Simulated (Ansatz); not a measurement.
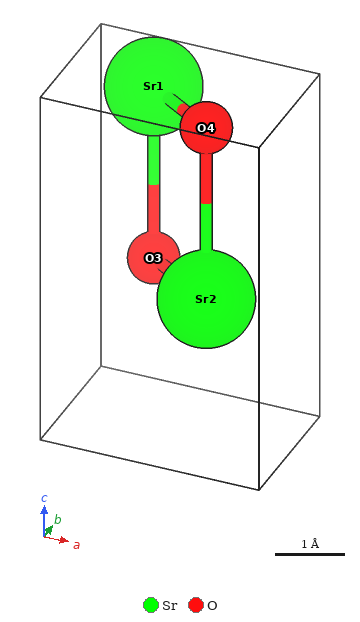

The structure (ball-and-stick view of the cell of the calculation, seen slightly off an axis; atoms are numbered from 1 in the order of the input).

# Band-structure calculation, with input and output: SrO (part 1 of 2)

The run: band-structure calculation of SrO (P6₃/mmc, 4 atoms in the cell). Method and program: DFT, HSE06, plane waves, PAW, no spin polarisation (Ansatz 0.2.0).

The structure derives from a Materials Project entry. The geometry comes from this level: r2SCAN. Figures and captions count atoms from 1; the log counts them from 0 in places.

Output
```
Warning: output.stress: scf.convergence.dr2_threshold = 1e-7 eV (the SCF's general default) is looser than the 4e-10 eV advised for a printed stress (1e-10 eV for each atom of the cell: 4). What an SCF threshold leaves in a stress goes as its square root, and in the free energy as the threshold itself, and one threshold admits the most on a small cell: of the crystals measured, under no hybrid functional and no lock of the moments, on runs that ended without the residual-converged pass, on stresses that held no estimate of that error, the worst erred by over 100 MPa in a component at 1e-7 eV an atom and by under 5 at 1e-10. Set scf.convergence.dr2_threshold to 4e-10 eV or tighter. The threshold is an SCF's pass mark: one that does not reach it within its budget of iterations ends unconverged, or closes short of it on a stop that the run arms, and scf.convergence.dr2_threshold's page says what that costs each kind of run
Warning: output.stress: scf.exx.energy_threshold = 1e-6 eV is looser than the 4e-8 eV advised for a stress under a hybrid functional (1e-8 eV for each atom of the cell: 4). Every SCF of the exchange loop can meet its threshold on dr2 while the loop round them stops early: no threshold on dr2 bounds what that leaves in the stress. Set scf.exx.energy_threshold to 4e-8 eV or tighter. The threshold is the loop's pass mark: a loop that does not reach it within its budget of cycles ends unconverged, and scf.exx.energy_threshold's page has the law
scf.n_extra_bands = 5 over 16 filled bands (N_el = 32.0): the run solves 21 bands
Engine: ansatz 0.2.0, aarch64-unknown-linux-gnu
Pseudopotentials: kind: paw
Pseudopotential: Sr, paw, valence charge 10, recommended cutoff 420 eV (normal), Sr.paw.azcp
Pseudopotential: O, paw, valence charge 6, recommended cutoff 420 eV (normal), O.paw.azcp
Functional definition: HSE06
  parameter a = 0.25
  parameter omega = 0.11/bohr
  exchange = pbe_x - a*pbe_x_sr(omega) + a*exact_x_sr(omega)
  correlation = pbe_c
davidson cushion auto → on  (no smearing: the cushion is to keep the highest requested band from converging to the state above it; pin scf.eigensolver.cushion to override)
Crystal: 4 atoms, lattice volume = 81.233 Å³
Basis set: ecut = 420 eV, 1583 PW (Γ), exchange–correlation on 60×60×72 points (8 copies of the dense FFT grid, shifted against one another)
Bands: 21, of which v1, the nominal top of the filled ones, is band 16 counted from 1 (15 counted from 0)
Symmetry: 24 space group operations
Space group: P63/mmc (ITA 194), of the structure as read, at distance tolerance 4.3e-5 Å
k-points: 21 of 144
Non-local potential: Sr, projectors of the file, l = 0: 3, l = 1: 2, l = 2: 2
Non-local potential: O, projectors of the file, l = 0: 2, l = 1: 2, l = 2: 1
PAW form: soft (Blöchl's): semilocal exchange-correlation on the pseudo side does not see the compensation charge
PAW frozen core: Sr, regenerated for the run's functional, and the local potential with it (the file was generated under x = pbe(κ = 0.804, μ = 0.2195149727645171), c = pbe(β = 0.06672455060314922))
PAW frozen core: O, regenerated for the run's functional, and the local potential with it (the file was generated under x = pbe(κ = 0.804, μ = 0.2195149727645171), c = pbe(β = 0.06672455060314922))
PAW one-centre angular grid: Sr, 110 points (default); XC on 64 Gauss nodes
PAW one-centre angular grid: O, 110 points (default); XC on 96 Gauss nodes
Initial density: superposition of atomic densities (neutral atoms: chi_scale 0, normalization atom), corrected by the library's trained network
Initial wavefunctions: pseudopotential atomic-orbital guess
Functional: x = pbe(κ = 0.804, μ = 0.2195149727645171), c = pbe(β = 0.06672455060314922), warm-up for x = pbe(κ = 0.804, μ = 0.2195149727645171) + 0.25 (exact − pbe) at short range (hse, ω = 0.20786987370883472 Å⁻¹), c = pbe(β = 0.06672455060314922); HSE06 as pw.x's `hse` composes it (authors' and Libxc's form: `xc: wpbeh`)
SCF iter   1: F=—  HF=-8229.047887 eV  |F-HF|=—  |Δ(HF+E_count)|=         —  Δρ=1.08e-3  dr2=7.72e-4  ethr=1.77e-3  ⟨swp⟩=2.4  Hψ=3391  notcnv=0
preconditioner: auto → none  [insulator: Δε(μ)=2.665 eV  Ē_g=14.864 eV  n_scr=20 (ndim 8)  ℏωp=21.8 eV  f_vac=0.112]
SCF iter   2: F=-8229.048580 eV  HF=-8229.048698 eV  |F-HF|=1.18e-4  |Δ(HF+E_count)|=   8.11e-4  Δρ=9.67e-4  dr2=4.92e-4  ethr=2.41e-6  ⟨swp⟩=5.6  Hψ=1525  notcnv=0  defer=6
SCF 1 stopped early in 2 iterations: F = -8229.048580 eV  dr2 = 4.92e-4
  greatest PAW one-centre occupation: 0.987 electrons in one spin orbital (limit 2), on the Sr atom at site 1 (counted from 0), in its partial waves of l = 0
Initial density: handed on by an earlier stage of this run
Initial wavefunctions: those handed on with the density
Functional: x = pbe(κ = 0.804, μ = 0.2195149727645171) + 0.25 (exact − pbe) at short range (hse, ω = 0.20786987370883472 Å⁻¹), c = pbe(β = 0.06672455060314922); HSE06 as pw.x's `hse` composes it (authors' and Libxc's form: `xc: wpbeh`)
Exchange kernel: α = 0.2500, screened, ω = 0.2079 Å⁻¹, Wigner–Seitz truncation, v(0) = 1046.4891 eV·Å³, q-mesh 6×6×4, nearest image of the exchange supercell L = 20.58 Å, pair-density grid 24×24×32, without the augmentation charges, whose exchange is taken in its separable form by FFT convolution over the k-point mesh (sized by the pseudopotential files, 25×25×36 at the most), smooth part of the exact exchange by density-matrix convolution
Frozen-core exchange: fock
SCF iter   1: F=—  HF=-8233.709139 eV  |F-HF|=—  |Δ(HF+E_count)|=         —  Δρ=7.01e-3  dr2=7.06e-2  ethr=1.54e-5  ⟨swp⟩=5.8  Hψ=2006  notcnv=0
preconditioner: auto → none  [insulator: Δε(μ)=4.126 eV  Ē_g=16.982 eV  n_scr=20 (ndim 8)  ℏωp=21.8 eV  f_vac=0.113]
SCF iter   2: F=—  HF=-8233.695947 eV  |F-HF|=—  |Δ(HF+E_count)|=   1.32e-2  Δρ=7.60e-3  dr2=3.19e-2  ethr=1.54e-5  ⟨swp⟩=4.9  Hψ=1662  notcnv=0
SCF iter   3: F=—  HF=-8233.689308 eV  |F-HF|=—  |Δ(HF+E_count)|=   6.64e-3  Δρ=1.86e-3  dr2=3.97e-3  ethr=1.54e-5  ⟨swp⟩=4.0  Hψ=1420  notcnv=0
SCF iter   4: F=—  HF=-8233.700375 eV  |F-HF|=—  |Δ(HF+E_count)|=   1.11e-2  Δρ=1.19e-3  dr2=1.97e-3  ethr=7.59e-6  ⟨swp⟩=3.6  Hψ=1273  notcnv=0
iter 5 solved again at ethr=1.28e-7 eV; its pass at ethr=5.91e-6 eV (dr2=4.11e-5 eV) is discarded
SCF iter   5: F=—  HF=-8233.699869 eV  |F-HF|=—  |Δ(HF+E_count)|=   5.06e-4  Δρ=1.80e-4  dr2=4.67e-5  ethr=1.28e-7  ⟨swp⟩=4.0  Hψ=2284  notcnv=0
SCF iter   6: F=-8233.699967 eV  HF=-8233.699970 eV  |F-HF|=3.13e-6  |Δ(HF+E_count)|=   1.01e-4  Δρ=6.82e-5  dr2=3.37e-6  ethr=1.20e-7  ⟨swp⟩=4.1  Hψ=1409  notcnv=0  defer=2
SCF 2 stopped early in 6 iterations: F = -8233.699967 eV  dr2 = 3.37e-6
hybrid outer 1: dexx = +1.302e-2 eV, tail = 2.00e-5 eV
Exchange kernel: α = 0.2500, screened, ω = 0.2079 Å⁻¹, Wigner–Seitz truncation, v(0) = 1046.4891 eV·Å³, q-mesh 6×6×4, nearest image of the exchange supercell L = 20.58 Å, pair-density grid 24×24×32, without the augmentation charges, whose exchange is taken in its separable form by FFT convolution over the k-point mesh (sized by the pseudopotential files, 25×25×36 at the most), smooth part of the exact exchange by density-matrix convolution
Frozen-core exchange: fock
SCF iter   1: F=—  HF=-8233.699948 eV  |F-HF|=—  |Δ(HF+E_count)|=         —  Δρ=7.06e-5  dr2=2.74e-6  ethr=3.12e-7  ⟨swp⟩=3.3  Hψ=1055  notcnv=0
preconditioner: auto → none  [insulator: Δε(μ)=4.002 eV  Ē_g=16.943 eV  n_scr=20 (ndim 8)  ℏωp=21.8 eV  f_vac=0.126]
SCF iter   2: F=—  HF=-8233.699948 eV  |F-HF|=—  |Δ(HF+E_count)|=   3.92e-7  Δρ=1.40e-5  dr2=8.73e-8  ethr=8.31e-9  ⟨swp⟩=3.9  Hψ=1298  notcnv=0
SCF iter   3: F=—  HF=-8233.699948 eV  |F-HF|=—  |Δ(HF+E_count)|=   2.86e-7  Δρ=1.14e-5  dr2=6.19e-8  ethr=1.87e-10  ⟨swp⟩=5.3  Hψ=1602  notcnv=0  defer=6
SCF iter   4: F=-8233.699948 eV  HF=-8233.699948 eV  |F-HF|=3.02e-10  |Δ(HF+E_count)|=   1.84e-8  Δρ=1.00e-6  dr2=5.82e-10  ethr=1.87e-10  ⟨swp⟩=3.0  Hψ=1168  notcnv=0
SCF 3 converged in 4 iterations: F = -8233.699948 eV  dr2 = 5.82e-10
  Residual-converged pass: ⟨swp⟩=3.2  Hψ=1221  notcnv=0  max |occ|·‖R‖ = 2.4e-6 eV (tolerance 2.4e-6 eV)  dr2=6.09e-10  dr2_onsite=6.61e-11  max |Δocc| = 0.0e0
```

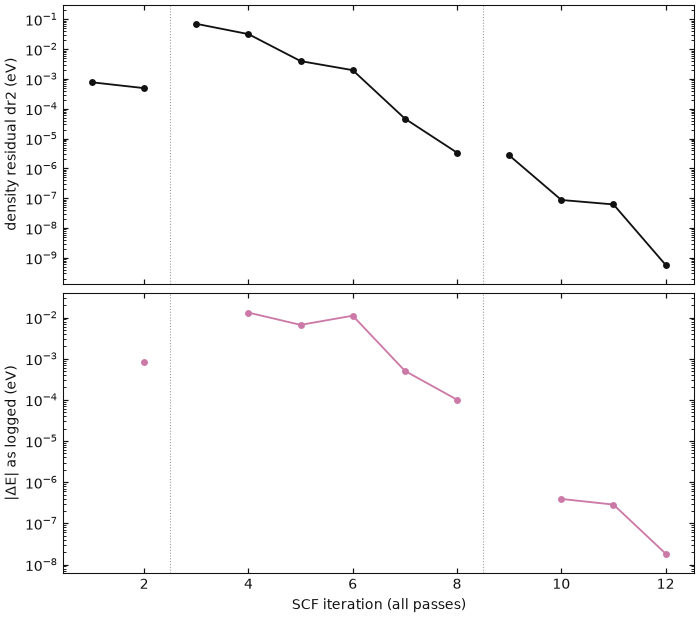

Convergence of the self-consistent field: density residual dr2 and size of the energy change against the SCF iteration. The run starts with a semilocal functional; after that each stretch between dotted lines is one SCF of the hybrid functional between two exact rebuilds of the exchange operator by the outer loop. Early passes are stopped at a loose threshold. The passes take 2, 6 and 4 iterations.

```
hybrid outer 2: dexx = +3.452e-7 eV, tail = 6.15e-9 eV, Δε = 1.69e-3 eV (about 3.59e-5 eV left of the loop's levels)
the search or the solves at the SCF's close seem to have found levels that the self-consistency loop had missed (the run counts 2). By its estimate they hold under 1e-12 electrons; where the run keeps them, the occupations were computed again with them
NSCF: frozen V_eff on 6 k-points
hybrid SCF converged: 2 outer / 10 inner (+2 warm-up), last move |dexx| = 3.45e-7 eV, tail = 6.15e-9 eV
Stability not checked: this state was not tested for a lower state beside it, because the functional holds exact exchange (a hybrid, or Hartree-Fock), whose exchange loop this test does not read (fock_operator; see scf.lower_state_search)
Free energy (F): -8233.699948 eV
Frozen-core exchange: fock
Harris-Foulkes:  -8233.699948 eV  (|F-HF|=3.02e-10)
Internal energy: -8233.699948 eV  (E = F + TS)
E sigma→0 (E₀):  -8233.699948 eV
Fermi energy:    4.991774 eV
--- Per-component energies (eV) ---
  E_band       = -231.816456
  E_kinetic    = 847.386050
  E_local      = -2095.585739  (includes V_loc(G=0)·N_el)
  E_nonlocal   = 496.937356
  E_hartree    = 623.574118
  E_xc         = -398.408906
  E_vxc        = -412.270321  (∫ρ·V_xc dr)
  E_exx        = -85.801808  (= α·E_x^exact, valence–valence)
  E_paw        = -5723.743930  (= ΣΔE_a)
  E_vpaw       = -143.832664  (= ΣTr[D̂ρ^β])
  E_aug_tail   = 0.004773  (compensation charges beyond the density's cutoff)
  E_ewald      = -1897.264512
  E_core_change = -0.797350  (= ΣΔE_core)
  E_smearing   = -0.000000  (= −TS)
  E_closure    = 0.000001  (closes the sum)
  Σ components = -8233.699948   (vs F -8233.699948, Δ=0.00e0)
--- Forces (eV/Å), atoms counted from 1 ---
  atom   1  Sr     0.00000000     0.00000000    -0.00000000
  atom   2  Sr     0.00000000    -0.00000000     0.00000000
  atom   3  O     -0.00000000     0.00000000    -0.00000000
  atom   4  O     -0.00000000    -0.00000000     0.00000000
  max |Σ_I F_I| component: 8.33e-17 eV/Å
--- Stress (GPa, compression-positive) ---
       -0.340268       0.000000      -0.000000
        0.000000      -0.340268       0.000000
       -0.000000       0.000000      -0.328206
  P = ⅓ Tr σ = -0.3362 GPa (-3.362 kbar)
--- Band table (eV; the first three rows and the last of 21) ---
  k-point 0: bands = ["-29.2173", "-29.0344", "-11.4824", "-11.4770", "-10.5517", "-10.1147", "-10.1147", "-9.7915", "-9.7915", "-9.5944", "3.9265", "3.9265", "4.0883", "4.0883", "4.6582", "4.9918", "8.9955", "12.8102", "12.8102", "13.7452", "14.8171"]
  k-point 1: bands = ["-29.1901", "-29.0607", "-11.8721", "-11.7709", "-10.0667", "-10.0667", "-9.8999", "-9.8380", "-9.8380", "-9.3026", "3.8887", "3.8887", "4.0082", "4.0082", "4.1743", "4.2675", "9.5614", "12.3626", "13.4473", "13.4473", "15.3627"]
  k-point 2: bands = ["-29.1250", "-29.1250", "-12.0484", "-12.0484", "-9.9516", "-9.9516", "-9.9516", "-9.9516", "-9.2386", "-9.2386", "3.6877", "3.6877", "3.8910", "3.8910", "3.8910", "3.8910", "10.7453", "10.7453", "14.6744", "14.6744", "14.6744"]
  k-point 20: bands = ["-29.1007", "-29.1007", "-12.7622", "-12.7622", "-10.1434", "-10.1434", "-9.6408", "-9.6408", "-8.6047", "-8.6047", "3.3248", "3.3248", "4.1178", "4.1178", "4.6198", "4.6198", "10.8242", "10.8242", "14.3076", "14.3076", "14.7127"]
```
